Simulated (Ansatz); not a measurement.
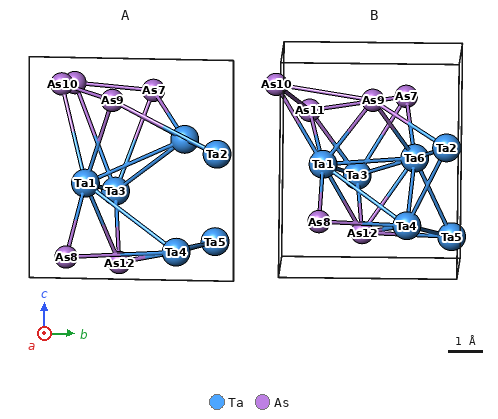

Two geometries of an amorphous cell of composition TaAs (coarse preliminary run), drawn at one scale. One is the start of a relaxation, the other its converged end. The picture is a ball-and-stick view of the cell of the calculation, seen along the a axis.

Method: DFT PBE, scalar-relativistic, plane waves, PAW (Ansatz). Set-up: plane-wave cutoff 420 eV; k-point mesh 2 × 2 × 2; occupations gaussian; smearing width 0.1 eV; mesh shifted by (0.5, 0.5, 0.5); no spin polarisation; cell and atoms relaxed; force threshold 0.04 eV/Å; at most 70 steps.

Q: Which one is relaxed?

A: Structure B is the relaxed one. Case: atoms packed at random at 1.25 times the crystal's volume. The atom that moves furthest relative to the cell is As10 (1.24 Å roughly along [2 −3 −1]). By element the largest moves are As 1.24 Å, Ta 0.80 Å. Cell: a 6.507 → 6.458 Å (−0.8 %), b 6.125 → 5.352 Å (−12.6 %), c 6.637 → 6.446 Å (−2.9 %), α 91.0° → 90.0°, β 93.8° → 82.4°, γ 91.5° → 90.0°. Volume −16.3 %. Near-neighbour distances that change, for instance: As9–As10 5.055 → 2.548 Å, Ta1–As11 4.448 → 2.789 Å, Ta6–As12 4.195 → 2.759 Å, As9–As11 2.380 → 3.721 Å. New bonds form: Ta1–As11 (4.45 → 2.79 Å), Ta1–Ta6 (3.55 → 2.74 Å), Ta2–As10 (3.94 → 2.67 Å), Ta2–Ta3 (3.39 → 2.74 Å). Bonds break: As10–As12 (2.38 → 3.64 Å), As11–As12 (2.38 → 3.44 Å), As7–As12 (2.38 → 3.20 Å), As8–As9 (2.38 → 3.43 Å). Bond angles that change, for instance: Ta4–As10–Ta6 68.4° → 124.7°, Ta4–As9–Ta6 71.2° → 118.3°, Ta1–As10–Ta4 123.3° → 170.4°. After 15 accepted moves (16 points after the start) the energy has fallen by 16.704 eV per cell of the calculation. The largest force component goes from 6.1 to 0.018 eV/Å. Pressure: −9.46 GPa at the start and −0.10 GPa at the end. The SCF was repeated once at an unchanged geometry on a basis and grid sized afresh for the cell, which shifted the energy by 1.4 meV per cell of the calculation at most. The run took 2.7 min on 2 threads of Arm Neoverse V1 (shared host), peak memory 0.61 GiB.

Limits of the set-up: the k-point mesh is coarse for a cell with partly filled bands; the periodic images lie only 6.1 Å apart, so the values are limited by the cell's size.
